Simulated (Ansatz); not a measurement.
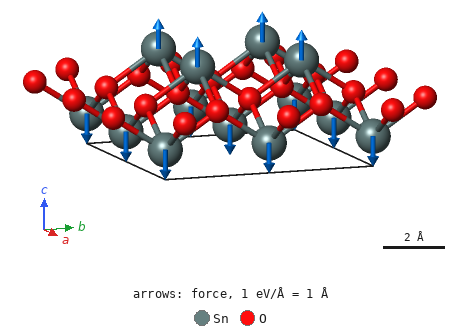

Starting geometry of a slab of composition SnO with the computed forces as blue arrows. Style: ball-and-stick. Shown: the 2 × 2 repeat of the cell, outlined in the plane, without the vacuum, slightly off an axis.

Case: biaxial strain -0.040, atoms relaxed.

All numbers below come from DFT PBE+D3(BJ), scalar-relativistic, plane waves, PAW (Ansatz 0.2.0). (plane-wave cutoff 420 eV; k-point mesh 6 × 6 × 1; occupations gaussian; smearing width 0.02 eV; no spin polarisation; atoms relaxed in a fixed cell; force threshold 0.01 eV/Å; at most 40 steps)

What follows when this structure is relaxed?

It isn't relaxed: the largest force vector, on Sn atoms, is 1.02 eV/Å. The atoms end up moving mostly along the starting forces (cosine between the two patterns 1.00). The largest moves relative to the layer's centre, 0.047 Å, are those of Sn atoms. O stays in place. The cell doesn't change. Near-neighbour distances that change, for instance: O–Sn 2.182 → 2.208 Å. Bond angles that change, for instance: Sn–O–Sn 114.4° → 112.3°, O–Sn–O 114.4° → 112.3°. The energy falls by 47.8 meV per cell of the calculation in 3 accepted moves (4 points after the start). The largest force component goes from 1 to 0.00052 eV/Å. 1 step only repeated the SCF at the same geometry. The run took 13 s on 2 threads of Intel(R) Xeon(R) 6975P-C (Granite Rapids) (shared host), peak memory 0.64 GiB.
